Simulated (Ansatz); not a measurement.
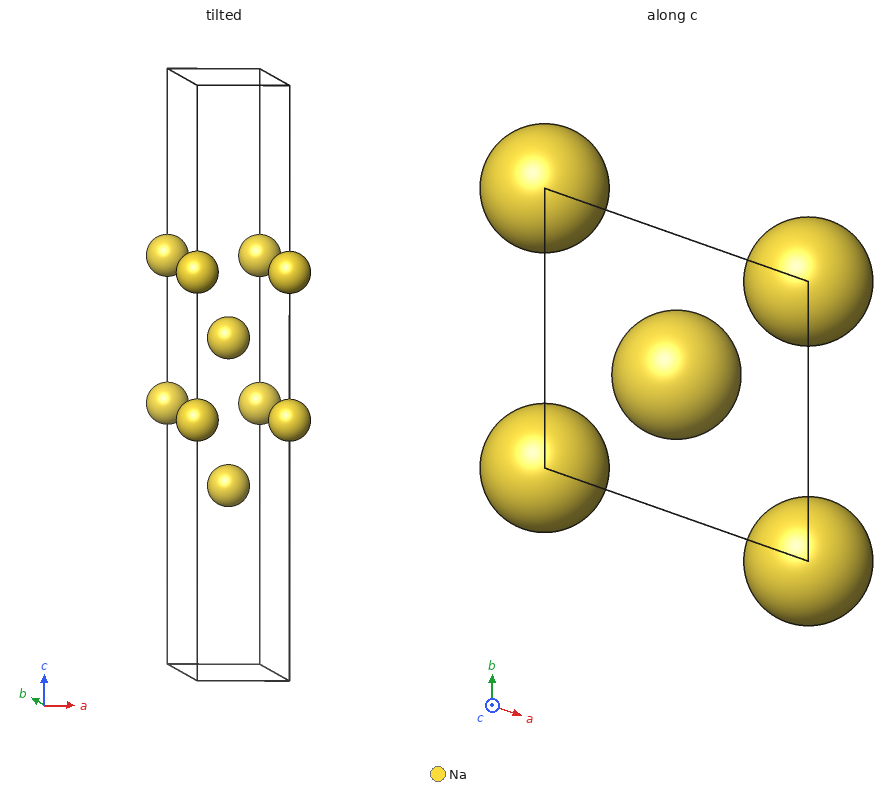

The figure gives a spheres-only picture of the atoms, viewed slightly off an axis and along the c axis. The parallelepiped is the simulation cell. Cell: a = 3.634 Å, b = 3.634 Å, c = 23.902 Å, α = 90.00°, β = 90.00°, γ = 109.47°.

The element is sodium. The cell holds four atoms. Na takes two kinds of site: two a cell with six Na at about 3.6 Å; two a cell with eight Na in a cubic arrangement at about 3.6 Å.

The structure comes from a structure listed in the Materials Project, from which a slab was cut. Earlier steps of the study may have refined or changed the cell and positions. A calculation with Ansatz used it as input.
